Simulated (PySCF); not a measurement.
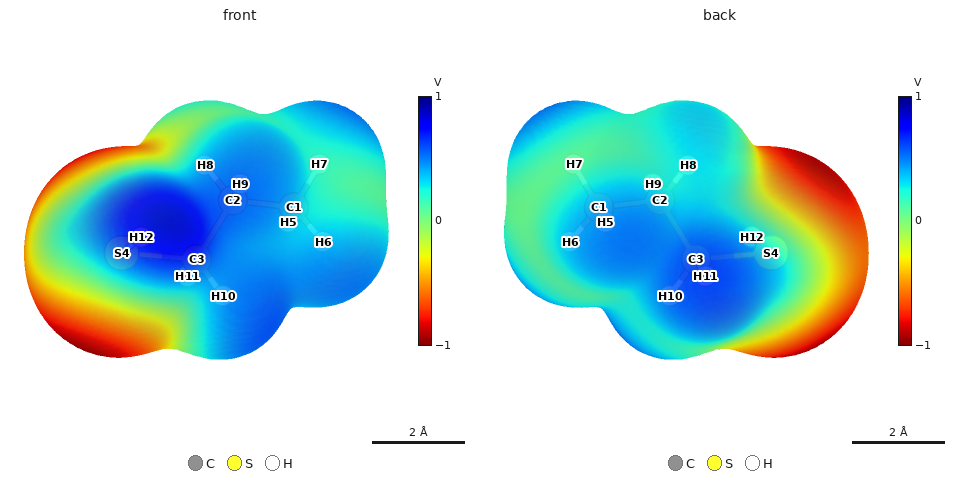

Figure 1: C3H8S (SMILES CCCS). The electrostatic potential painted on the density surface at 0.001 e/bohr³, seen from the front and from behind; the colour scale runs from red (negative) to blue (positive).

Geometry: PBE0-D3(BJ)/def2-SVP.

Level of theory: DFT single point, gas phase, functional M06-2X (PySCF).

The calculation's input:

```
{"job": {"kind": "sp", "xc": "M06-2X", "basis": "def2-TZVP", "grid": 3}, "charge": 0, "multiplicity": 1}
C     -1.577634    -0.158074    -0.042190
C     -0.108964    -0.538704     0.070061
C      0.821549     0.612797    -0.274781
S      2.590177     0.190888    -0.239598
H     -1.834609     0.151961    -1.067795
H     -1.830114     0.678486     0.629021
H     -2.230245    -1.003701     0.221939
H      0.121406    -1.390452    -0.590697
H      0.111687    -0.883369     1.095331
H      0.637671     1.481767     0.377359
H      0.645133     0.954501    -1.307742
H      2.654109    -0.098920     1.078216
```

Run with:

```sh
OMP_NUM_THREADS=1 python redox_run.py task.json out
```

Describe the electrostatic potential map.

The most negative region (about −0.9 V, or −21 kcal/mol for a unit charge) lies over S4, the most positive (about +0.8 V, or +18 kcal/mol for a unit charge) over H12.

How polar is the molecule by this calculation?

Its dipole moment is 1.71 D.
